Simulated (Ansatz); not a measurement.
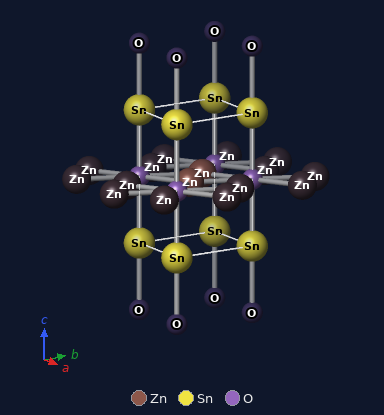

View slightly off an axis, drawn as a ball-and-stick model. The parallelepiped is the conventional unit cell. Atoms just outside the outline that bond to atoms inside are added, in fainter colours. Cell: a = 4.25 Å, b = 4.25 Å, c = 4.97 Å, α = 90.00°, β = 90.00°, γ = 120.00°.

The structure comes from a random cell made by a generator, so it need not be a real form of the compound. Earlier steps of the study, as a rule a relaxation of our own, may have changed the cell and positions, so they can lie some per cent off the listed ones. Ansatz was used for an electronic-structure calculation on it.

Q: Explain the picture.

A: Chemical formula Zn2SnO. Space group: P6/mmm (No. 191). Lattice: primitive hexagonal. Cell content 2 Zn, 1 Sn, 1 O; Z = 1. The Sn atoms are each bonded to two O in a linear arrangement at about 2.5 Å. About every O there are six Zn and two Sn (about 2.5 Å to Zn, 2.5 Å to Sn). Not all metal-metal contacts are counted. The bonds build a three-dimensional framework.

Method used: DFT PBE, scalar-relativistic, plane waves, PAW (Ansatz 0.2.0). It ran with an energy cutoff of 420 eV, the zone sampled with 12×12×10 points, Gaussian smearing of 0.1 eV, no spin polarisation.

Q: What does the calculation say: metal or gapped?

A: A metal: bands cross the Fermi level.

Q: What does a Bader analysis give?

A: Zn +0.34 e; Sn +0.45 e; O -1.13 e.

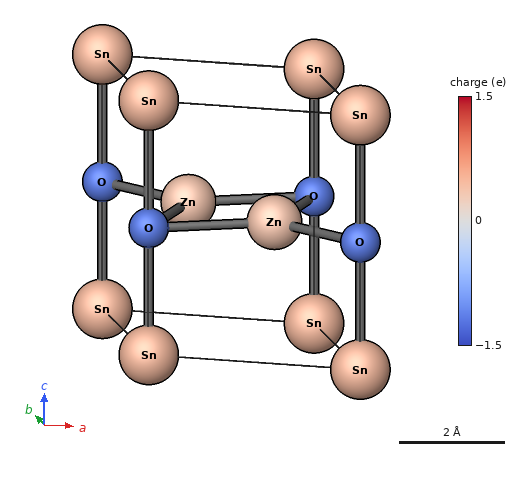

The atoms coloured by those charges. The run's cell of 4 atoms is drawn.

Q: Are forces and stress small enough to call this relaxed?

A: Yes. All forces vanish to within 0.01 eV/Å. The pressure is 0.0 GPa, close to zero.
